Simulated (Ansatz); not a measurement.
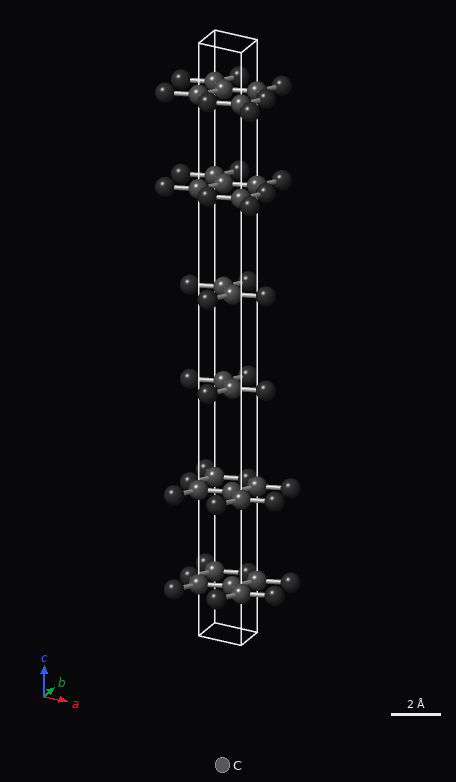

Fig. 1: The structure as given in the input (ball-and-stick view of the cell 3 times as large as that of the calculation, set on its symmetry axes, seen slightly off an axis; neighbours outside the cell are drawn fainter). Near neighbours in the crystal (not all of them lie inside the picture): C has 3 C at 1.42 Å.

# Geometry relaxation, with input and output: C (part 1 of 3)

The run: geometry relaxation of C (R-3m, 4 atoms in the cell). Method and program: DFT PBE, scalar-relativistic, plane waves, PAW, no spin polarisation (Ansatz 0.2.0).

The structure derives from a Materials Project entry.

## The input
```yaml
crystal:
  lattice:
    - [1.2331880975, 0.7119814801, 8.2826151019]
    - [-1.2331880975, 0.7119814801, 8.2826151019]
    - [0.0, -1.4239629602, 8.2826151019]
  atoms:
    - { symbol: C, position: [0.91282692, 0.91282692, 0.91282692] }
    - { symbol: C, position: [0.24614994, 0.24614994, 0.24614994] }
    - { symbol: C, position: [0.75385006, 0.75385006, 0.75385006] }
    - { symbol: C, position: [0.08717308, 0.08717308, 0.08717308] }
basis:
  ecutwfc: 420
kpoints:
  mp_grid: { grid: [18, 18, 18] }
hamiltonian:
  xc: pbe
scf:
  occupations: { method: gaussian, width: 0.01 }
output:
  forces: true
  stress: true
  eigenvalues: true
  write_density: true
  write_potential: true
  elf: true
  volumetric_format: npy
relax:
  adjacent_minimum: "off"
  f_tol: 0.005
  max_steps: 80
  cell: { stress_tol: 0.05 }
```

Launched with:
```bash
ansatz run input.yaml --threads 1 --pin off --max-ram 2560MiB --backend cpu --events-out ev --progress --plain --runs-dir out
```

## Log
```
basis.fft_grid_basis auto: the FFT boxes are laid along the combinations [[1, -1, 0], [0, 1, 0], [0, -1, 1]] of the cell's own vectors, 2.466, 8.404 and 2.466 Å long. The dense box has 18×60×18 points. Along the cell's own vectors, as sized, it would have 60×60×60, 11.11 times as many. Of the 12 symmetry operations that the crystal satisfies within crystal.symmetry.tolerance (time reversal apart; of a slab, those that keep its plane) the dense box along the cell's own vectors carries 12, and the one as laid loses 8 of those. basis.fft_grid_basis: typed keeps the cell's own vectors: state it where this run's energies or levels are differenced outside the engine with another run's, or held beside a run that keeps those vectors. Those combinations have planes normal to reciprocal vector 3, as the cell's own vectors have. Each planar average written beside output.write_density, output.write_potential has a row for each plane of the box: 18. The volumetric files lie along those combinations, not along the cell's own vectors: a cube or XSF file states them, and fields.json those of NumPy files.
Engine: ansatz 0.2.0, x86_64-unknown-linux-gnu
Pseudopotentials: kind: paw
Pseudopotential: C, paw, valence charge 4, recommended cutoff 420 eV (normal), C.paw.azcp
Functional definition: PBE
  parameter kappa = 0.804
  parameter beta = 0.06672455060314922
  exchange = pbe_x(kappa = kappa, mu = beta*pi^2/3)
  correlation = pbe_c(beta = beta)
Crystal: 4 atoms, lattice volume = 43.633 Å³
Basis set: ecut = 420 eV, 819 PW (Γ), FFT grids on a1−a2, a2, −a2+a3, exchange–correlation on 36×120×36 points (8 copies of the dense FFT grid, shifted against one another)
Bands: 12, of which v1, the nominal top of the filled ones, is band 8 counted from 1 (7 counted from 0)
Symmetry: 12 space group operations
Space group: R-3m (ITA 166), of the structure as read, at distance tolerance 3.5e-5 Å
k-points: 580 of 5832
Non-local potential: C, projectors of the file, l = 0: 2, l = 1: 2, l = 2: 1
PAW form: soft (Blöchl's): semilocal exchange-correlation on the pseudo side does not see the compensation charge
PAW one-centre angular grid: C, 110 points (default); XC on 64 Gauss nodes
Initial density: superposition of atomic densities (neutral atoms: chi_scale 0, normalization atom), corrected by the library's trained network
Initial wavefunctions: pseudopotential atomic-orbital guess
Functional: x = pbe(κ = 0.804, μ = 0.2195149727645171), c = pbe(β = 0.06672455060314922)
SCF iter   1: F=—  HF=-1003.770868 eV  |F-HF|=—  |Δ(HF+E_count)|=         —  Δρ=3.93e-3  dr2=8.30e-3  ethr=1.77e-3  ⟨swp⟩=6.1  Hψ=41733  notcnv=0
preconditioner: auto → none  [insulator: Δε(μ)=0.179 eV  Ē_g=15.398 eV  σ=0.010 eV  W_gap=1.00  n_scr=6 (ndim 8)  ℏωp=22.5 eV  f_vac=0.206  D(μ)=0.00/eV (n_scr^D=0)  ε∞_Penn≈3.1]
SCF iter   2: F=—  HF=-1003.769157 eV  |F-HF|=—  |Δ(HF+E_count)|=   1.71e-3  Δρ=1.62e-3  dr2=7.61e-4  ethr=5.19e-5  ⟨swp⟩=2.8  Hψ=18056  notcnv=0
SCF iter   3: F=—  HF=-1003.769439 eV  |F-HF|=—  |Δ(HF+E_count)|=   2.82e-4  Δρ=4.37e-4  dr2=5.96e-5  ethr=4.76e-6  ⟨swp⟩=2.7  Hψ=13989  notcnv=0  defer=1
SCF iter   4: F=—  HF=-1003.769458 eV  |F-HF|=—  |Δ(HF+E_count)|=   1.87e-5  Δρ=1.88e-4  dr2=2.99e-5  ethr=3.72e-7  ⟨swp⟩=2.5  Hψ=12588  notcnv=0
SCF iter   5: F=—  HF=-1003.769458 eV  |F-HF|=—  |Δ(HF+E_count)|=   3.52e-7  Δρ=2.81e-5  dr2=1.28e-7  ethr=1.87e-7  ⟨swp⟩=2.1  Hψ=10797  notcnv=0
SCF iter   6: F=-1003.769458 eV  HF=-1003.769458 eV  |F-HF|=2.58e-9  |Δ(HF+E_count)|=   4.30e-7  Δρ=5.14e-6  dr2=7.23e-9  ethr=6.25e-10  ⟨swp⟩=10.5  Hψ=52152  notcnv=0
SCF 1 converged in 6 iterations: F = -1003.769458 eV  dr2 = 7.23e-9
  greatest PAW one-centre occupation: 0.672 electrons in one spin orbital (limit 2), on the C atom at site 3 (counted from 0), in its partial waves of l = 0
relax step   1: F+E_penalty+E_count = -1003.76945842 eV  Δ(F+E_penalty+E_count) = +0.000e0 eV  max|allowed force component| = 1.346e-2 eV/Å  Δτ_max = 0.0000 Å  P = +0.106 GPa  Ω = 43.633 Å³  (6 SCF iters, dr2 threshold 1.00e-7 eV, accepted)
Crystal: 4 atoms, lattice volume = 43.864 Å³
Basis set: ecut = 420 eV, 837 PW (Γ), FFT grids on a1−a2, a2, −a2+a3, exchange–correlation on 36×120×36 points (8 copies of the dense FFT grid, shifted against one another)
Initial density: handed on by an earlier stage of this run
Initial wavefunctions: those handed on with the density
iter 1 solved again at ethr=2.36e-3 eV; its pass at ethr=3.10e-3 eV (dr2=3.78e-1 eV) is discarded
SCF iter   1: F=—  HF=-1003.883131 eV  |F-HF|=—  |Δ(HF+E_count)|=         —  Δρ=3.23e-2  dr2=3.87e-1  ethr=2.36e-3  ⟨swp⟩=1.0  Hψ=60424  notcnv=0
preconditioner: auto → none  [insulator: Δε(μ)=0.090 eV  Ē_g=15.353 eV  σ=0.010 eV  W_gap=1.00  n_scr=6 (ndim 8)  ℏωp=22.4 eV  f_vac=0.226  D(μ)=0.00/eV (n_scr^D=0)  ε∞_Penn≈3.1]
SCF iter   2: F=—  HF=-1003.800267 eV  |F-HF|=—  |Δ(HF+E_count)|=   8.29e-2  Δρ=1.09e-2  dr2=1.12e-1  ethr=2.36e-3  ⟨swp⟩=2.7  Hψ=15027  notcnv=0
SCF iter   3: F=—  HF=-1003.772654 eV  |F-HF|=—  |Δ(HF+E_count)|=   2.76e-2  Δρ=7.83e-3  dr2=1.06e-2  ethr=7.02e-4  ⟨swp⟩=2.6  Hψ=12941  notcnv=0
SCF iter   4: F=—  HF=-1003.770951 eV  |F-HF|=—  |Δ(HF+E_count)|=   1.70e-3  Δρ=1.67e-3  dr2=3.83e-4  ethr=6.63e-5  ⟨swp⟩=3.0  Hψ=13515  notcnv=0  defer=2
SCF iter   5: F=—  HF=-1003.771020 eV  |F-HF|=—  |Δ(HF+E_count)|=   6.92e-5  Δρ=1.12e-4  dr2=4.23e-6  ethr=2.39e-6  ⟨swp⟩=3.0  Hψ=13702  notcnv=0  defer=1
SCF iter   6: F=—  HF=-1003.771020 eV  |F-HF|=—  |Δ(HF+E_count)|=   2.82e-7  Δρ=3.08e-5  dr2=3.63e-7  ethr=2.64e-8  ⟨swp⟩=2.5  Hψ=12873  notcnv=0
SCF iter   7: F=-1003.771020 eV  HF=-1003.771020 eV  |F-HF|=2.33e-8  |Δ(HF+E_count)|=   2.96e-8  Δρ=1.19e-5  dr2=4.91e-8  ethr=8.91e-10  ⟨swp⟩=10.2  Hψ=52187  notcnv=0
SCF 2 converged in 7 iterations: F = -1003.771020 eV  dr2 = 4.91e-8
relax step   2: F+E_penalty+E_count = -1003.77101979 eV  Δ(F+E_penalty+E_count) = -1.561e-3 eV  max|allowed force component| = 3.243e-3 eV/Å  Δτ_max = 0.0960 Å  P = +0.031 GPa  Ω = 43.864 Å³  energy of the carried Pulay correction = -6.355e-4 eV  (7 SCF iters, dr2 threshold 1.43e-7 eV, accepted)
Crystal: 4 atoms, lattice volume = 43.921 Å³
iter 1 solved again at ethr=9.17e-5 eV; its pass at ethr=3.10e-3 eV (dr2=1.47e-2 eV) is discarded
SCF iter   1: F=—  HF=-1003.775459 eV  |F-HF|=—  |Δ(HF+E_count)|=         —  Δρ=6.48e-3  dr2=1.53e-2  ethr=9.17e-5  ⟨swp⟩=1.0  Hψ=52868  notcnv=0
preconditioner: auto → none  [insulator: Δε(μ)=0.083 eV  Ē_g=15.342 eV  σ=0.010 eV  W_gap=1.00  n_scr=6 (ndim 8)  ℏωp=22.4 eV  f_vac=0.222  D(μ)=0.00/eV (n_scr^D=0)  ε∞_Penn≈3.1]
SCF iter   2: F=—  HF=-1003.772095 eV  |F-HF|=—  |Δ(HF+E_count)|=   3.36e-3  Δρ=2.21e-3  dr2=4.41e-3  ethr=9.17e-5  ⟨swp⟩=2.6  Hψ=12765  notcnv=0
SCF iter   3: F=—  HF=-1003.771032 eV  |F-HF|=—  |Δ(HF+E_count)|=   1.06e-3  Δρ=1.59e-3  dr2=4.43e-4  ethr=2.76e-5  ⟨swp⟩=2.5  Hψ=11953  notcnv=0
SCF iter   4: F=—  HF=-1003.770955 eV  |F-HF|=—  |Δ(HF+E_count)|=   7.69e-5  Δρ=3.46e-4  dr2=1.56e-5  ethr=2.77e-6  ⟨swp⟩=2.7  Hψ=11339  notcnv=0
SCF iter   5: F=—  HF=-1003.770955 eV  |F-HF|=—  |Δ(HF+E_count)|=   3.90e-7  Δρ=2.94e-5  dr2=1.12e-7  ethr=9.77e-8  ⟨swp⟩=2.6  Hψ=12433  notcnv=0
SCF iter   6: F=—  HF=-1003.770955 eV  |F-HF|=—  |Δ(HF+E_count)|=   1.04e-7  Δρ=2.96e-6  dr2=2.49e-9  ethr=7.03e-10  ⟨swp⟩=2.8  Hψ=11630  notcnv=0
SCF iter   7: F=—  HF=-1003.770955 eV  |F-HF|=—  |Δ(HF+E_count)|=   2.38e-9  Δρ=2.02e-6  dr2=1.49e-9  ethr=1.56e-11  ⟨swp⟩=2.0  Hψ=11560  notcnv=0
SCF iter   8: F=—  HF=-1003.770955 eV  |F-HF|=—  |Δ(HF+E_count)|=  7.74e-11  Δρ=5.49e-7  dr2=1.03e-10  ethr=9.33e-12  ⟨swp⟩=2.1  Hψ=11142  notcnv=0
SCF iter   9: F=-1003.770955 eV  HF=-1003.770955 eV  |F-HF|=3.64e-12  |Δ(HF+E_count)|=  5.90e-11  Δρ=1.34e-7  dr2=6.07e-12  ethr=1.00e-12  ⟨swp⟩=6.1  Hψ=31160  notcnv=0
SCF 3 converged in 9 iterations: F = -1003.770955 eV  dr2 = 6.07e-12
relax step   3: F+E_penalty+E_count = -1003.77095536 eV  Δ(F+E_penalty+E_count) = +6.443e-5 eV  max|allowed force component| = 1.251e-3 eV/Å  Δτ_max = 0.0192 Å  P = +0.010 GPa  Ω = 43.921 Å³  energy of the carried Pulay correction = -7.900e-4 eV  (9 SCF iters, accepted)
Crystal: 4 atoms, lattice volume = 43.958 Å³
iter 1 solved again at ethr=1.51e-5 eV; its pass at ethr=3.10e-3 eV (dr2=2.42e-3 eV) is discarded
SCF iter   1: F=—  HF=-1003.771610 eV  |F-HF|=—  |Δ(HF+E_count)|=         —  Δρ=2.62e-3  dr2=2.52e-3  ethr=1.51e-5  ⟨swp⟩=1.0  Hψ=52771  notcnv=0
preconditioner: auto → none  [insulator: Δε(μ)=0.078 eV  Ē_g=15.341 eV  σ=0.010 eV  W_gap=1.00  n_scr=6 (ndim 8)  ℏωp=22.4 eV  f_vac=0.223  D(μ)=0.00/eV (n_scr^D=0)  ε∞_Penn≈3.1]
SCF iter   2: F=—  HF=-1003.771057 eV  |F-HF|=—  |Δ(HF+E_count)|=   5.53e-4  Δρ=8.94e-4  dr2=7.24e-4  ethr=1.51e-5  ⟨swp⟩=2.5  Hψ=12368  notcnv=0
SCF iter   3: F=—  HF=-1003.770883 eV  |F-HF|=—  |Δ(HF+E_count)|=   1.74e-4  Δρ=6.43e-4  dr2=7.29e-5  ethr=4.53e-6  ⟨swp⟩=2.3  Hψ=11708  notcnv=0
SCF iter   4: F=—  HF=-1003.770861 eV  |F-HF|=—  |Δ(HF+E_count)|=   2.16e-5  Δρ=1.41e-4  dr2=2.62e-6  ethr=4.56e-7  ⟨swp⟩=2.6  Hψ=11399  notcnv=0
SCF iter   5: F=—  HF=-1003.770863 eV  |F-HF|=—  |Δ(HF+E_count)|=   1.51e-6  Δρ=1.30e-5  dr2=2.20e-8  ethr=1.64e-8  ⟨swp⟩=2.6  Hψ=11217  notcnv=0
SCF iter   6: F=—  HF=-1003.770863 eV  |F-HF|=—  |Δ(HF+E_count)|=   5.57e-8  Δρ=8.64e-7  dr2=2.02e-10  ethr=1.37e-10  ⟨swp⟩=2.8  Hψ=11712  notcnv=0
SCF iter   7: F=—  HF=-1003.770863 eV  |F-HF|=—  |Δ(HF+E_count)|=  3.99e-10  Δρ=5.95e-7  dr2=1.30e-10  ethr=1.00e-12  ⟨swp⟩=6.8  Hψ=33052  notcnv=0
SCF iter   8: F=-1003.770863 eV  HF=-1003.770863 eV  |F-HF|=1.91e-11  |Δ(HF+E_count)|=  1.28e-11  Δρ=1.57e-7  dr2=6.38e-12  ethr=1.00e-12  ⟨swp⟩=4.3  Hψ=34305  notcnv=0
SCF 4 converged in 8 iterations: F = -1003.770863 eV  dr2 = 6.38e-12
relax step   4: F+E_penalty+E_count = -1003.77086271 eV  Δ(F+E_penalty+E_count) = +9.265e-5 eV  max|allowed force component| = 5.715e-4 eV/Å  Δτ_max = 0.0078 Å  P = +0.002 GPa  Ω = 43.958 Å³  energy of the carried Pulay correction = -8.929e-4 eV  (8 SCF iters, accepted)
Initial wavefunctions: pseudopotential atomic-orbital guess (no wavefunctions were taken with the density)
iter 1 solved again at ethr=1.12e-7 eV; its pass at ethr=3.10e-3 eV (dr2=1.80e-5 eV) is discarded
SCF iter   1: F=—  HF=-1003.771941 eV  |F-HF|=—  |Δ(HF+E_count)|=         —  Δρ=5.10e-5  dr2=1.69e-7  ethr=1.12e-7  ⟨swp⟩=3.9  Hψ=63879  notcnv=0
preconditioner: auto → none  [insulator: Δε(μ)=0.079 eV  Ē_g=15.342 eV  σ=0.010 eV  W_gap=1.00  n_scr=6 (ndim 8)  ℏωp=22.4 eV  f_vac=0.223  D(μ)=0.00/eV (n_scr^D=0)  ε∞_Penn≈3.1]
SCF iter   2: F=—  HF=-1003.771933 eV  |F-HF|=—  |Δ(HF+E_count)|=   7.98e-6  Δρ=2.58e-5  dr2=3.65e-8  ethr=1.05e-9  ⟨swp⟩=2.6  Hψ=13372  notcnv=0
SCF iter   3: F=—  HF=-1003.771934 eV  |F-HF|=—  |Δ(HF+E_count)|=   2.26e-7  Δρ=3.75e-6  dr2=5.26e-9  ethr=2.28e-10  ⟨swp⟩=2.1  Hψ=11389  notcnv=0
SCF iter   4: F=—  HF=-1003.771934 eV  |F-HF|=—  |Δ(HF+E_count)|=   3.43e-9  Δρ=1.21e-6  dr2=1.79e-9  ethr=3.29e-11  ⟨swp⟩=2.6  Hψ=11351  notcnv=0
SCF iter   5: F=—  HF=-1003.771934 eV  |F-HF|=—  |Δ(HF+E_count)|=  2.17e-10  Δρ=3.74e-7  dr2=5.60e-11  ethr=1.12e-11  ⟨swp⟩=2.6  Hψ=9567  notcnv=0
SCF iter   6: F=-1003.771934 eV  HF=-1003.771934 eV  |F-HF|=1.71e-12  |Δ(HF+E_count)|=  1.02e-10  Δρ=9.26e-8  dr2=3.59e-12  ethr=1.00e-12  ⟨swp⟩=6.3  Hψ=31147  notcnv=0
SCF 5 converged in 6 iterations: F = -1003.771934 eV  dr2 = 3.59e-12
relax step   5: F+E_penalty+E_count = -1003.77193367 eV  Δ(F+E_penalty+E_count) = -1.071e-3 eV  max|allowed force component| = 5.466e-4 eV/Å  Δτ_max = 0.0000 Å  P = +0.038 GPa  Ω = 43.958 Å³  stress off target by 1.36e-1 GPa  SCF on the basis re-selected at this cell (its energy is not comparable with the rows above)  (6 SCF iters)
basis re-selected at this cell: Δ(F+E_penalty+E_count) = -1.071e-3 eV, ΔP = +0.036 GPa vs the last step (what re-selecting the basis moved, of the pressure what is left beyond the Pulay correction that the steps carried, after the strain that the cell walked since its last selection, with what the two solves' SCF thresholds leave and, on support functions, any second-order correction that the steps lacked; it is no measure of the basis error at this ecutwfc). This SCF's stress stands 1.36e-1 GPa from its target on what of the cell is left free (relax.cell.stress_tol is 5.00e-2 GPa) and its largest allowed force component is 5.47e-4 eV/Å (relax.f_tol is 5.00e-3 eV/Å): not within both, so this SCF does not close the relaxation
Crystal: 4 atoms, lattice volume = 44.146 Å³
Basis set: ecut = 420 eV, 839 PW (Γ), FFT grids on a1−a2, a2, −a2+a3, exchange–correlation on 36×120×36 points (8 copies of the dense FFT grid, shifted against one another)
iter 1 solved again at ethr=2.08e-5 eV; its pass at ethr=3.10e-3 eV (dr2=3.33e-3 eV) is discarded
SCF iter   1: F=—  HF=-1003.772493 eV  |F-HF|=—  |Δ(HF+E_count)|=         —  Δρ=3.00e-3  dr2=3.41e-3  ethr=2.08e-5  ⟨swp⟩=1.4  Hψ=53955  notcnv=0
preconditioner: auto → none  [insulator: Δε(μ)=0.071 eV  Ē_g=15.328 eV  σ=0.010 eV  W_gap=1.00  n_scr=6 (ndim 8)  ℏωp=22.4 eV  f_vac=0.228  D(μ)=0.00/eV (n_scr^D=0)  ε∞_Penn≈3.1]
SCF iter   2: F=—  HF=-1003.771730 eV  |F-HF|=—  |Δ(HF+E_count)|=   7.64e-4  Δρ=1.01e-3  dr2=9.50e-4  ethr=2.08e-5  ⟨swp⟩=2.5  Hψ=12387  notcnv=0
SCF iter   3: F=—  HF=-1003.771503 eV  |F-HF|=—  |Δ(HF+E_count)|=   2.26e-4  Δρ=7.21e-4  dr2=9.79e-5  ethr=5.94e-6  ⟨swp⟩=2.3  Hψ=11798  notcnv=0
SCF iter   4: F=—  HF=-1003.771471 eV  |F-HF|=—  |Δ(HF+E_count)|=   3.18e-5  Δρ=1.84e-4  dr2=4.86e-6  ethr=6.12e-7  ⟨swp⟩=2.6  Hψ=11443  notcnv=0
SCF iter   5: F=—  HF=-1003.771472 eV  |F-HF|=—  |Δ(HF+E_count)|=   8.20e-7  Δρ=2.62e-5  dr2=7.52e-8  ethr=3.04e-8  ⟨swp⟩=2.7  Hψ=11407  notcnv=0
SCF iter   6: F=-1003.771472 eV  HF=-1003.771472 eV  |F-HF|=9.74e-9  |Δ(HF+E_count)|=   5.89e-8  Δρ=6.17e-6  dr2=1.38e-8  ethr=2.88e-10  ⟨swp⟩=8.6  Hψ=44587  notcnv=0
SCF 6 converged in 6 iterations: F = -1003.771472 eV  dr2 = 1.38e-8
```
